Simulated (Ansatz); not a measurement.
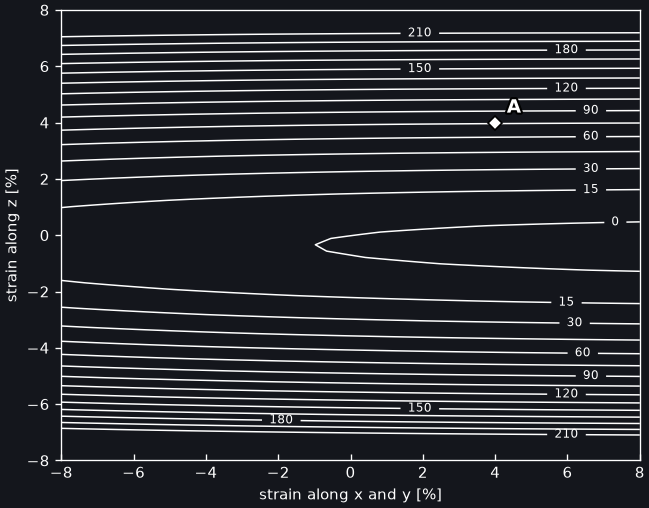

N (P6_3/mmc, No. 194; 4 atoms in the cell). The cell is strained homogeneously, by one strain along x and y and another along z, with fractional coordinates fixed (x along [1 0 0], z along [0 0 1] of the conventional cell). The first coordinate is: strain along x and y; the second: strain along z. The scan uses a 5 × 5 grid. Points are written as (first, second). Energies: meV/atom, counted from the unstrained cell. The reference cell is the one listed in the database, not relaxed at this level. These are results of DFT PBEsol, scalar-relativistic, plane waves, PAW (Ansatz 0.2.0), not measurements. Settings: cutoff 420 eV, k-mesh 6×6×4 in the order of the run's cell vectors, gaussian smearing 0.05 eV, no spin polarisation.

In the figure: contour lines labelled in meV/atom (none above 210), the point A. Between grid points the surface is interpolated.

### Which way does the force act at A, and how strong is it?

A, at (4 %, 4 %), is not a stationary point. The computed force is nearly zero along strain along x and y and 33 meV/atom for each 1 % towards smaller values of strain along z.
